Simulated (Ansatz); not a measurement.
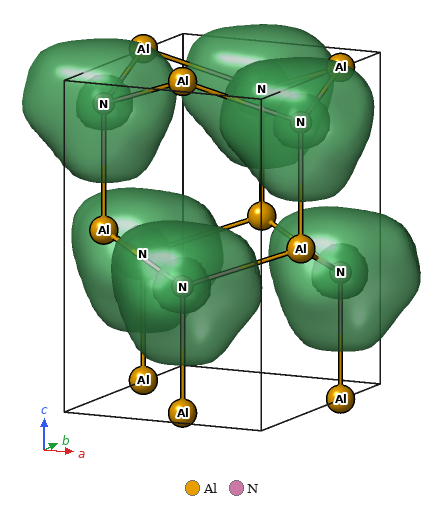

The picture shows: AlN. Isosurface of the electron localisation function at 0.65 (green), seen slightly off an axis. Core shells and regions of very low density are left out. Sticks mark near contacts.

Space group Cc; changed on purpose from its base cell (strain +0.0450 x Voigt [0, 0, 0, 0, 1, 0], atoms carried along).

Method: Ansatz 0.2.0, DFT r2SCAN, scalar-relativistic, plane waves, PAW.

Question: Identify the bonds, lone pairs and shells in this picture.

Answer: At this value the surface marks out four regions on N in which the atom's valence shell and bonds are merged, counted in one cell of 8 atoms. Any copies at cell faces, edges or corners count once. Along the contacts the grid gives the following. Al–N (1.87 Å): the ELF peaks at about 0.90 between the atoms (a shared but strongly polarised pair). Al–N (1.91 Å): the ELF peaks at about 0.90 in the valence shell of N, 0.8 Å from its nucleus, and is about 0.85 at the midpoint.

Question: Metal or insulator at this level of theory?

Answer: It is gapped, with a Kohn–Sham gap of 4.8 eV on the k-point mesh (the band edges may lie off the mesh, which would make the gap smaller).
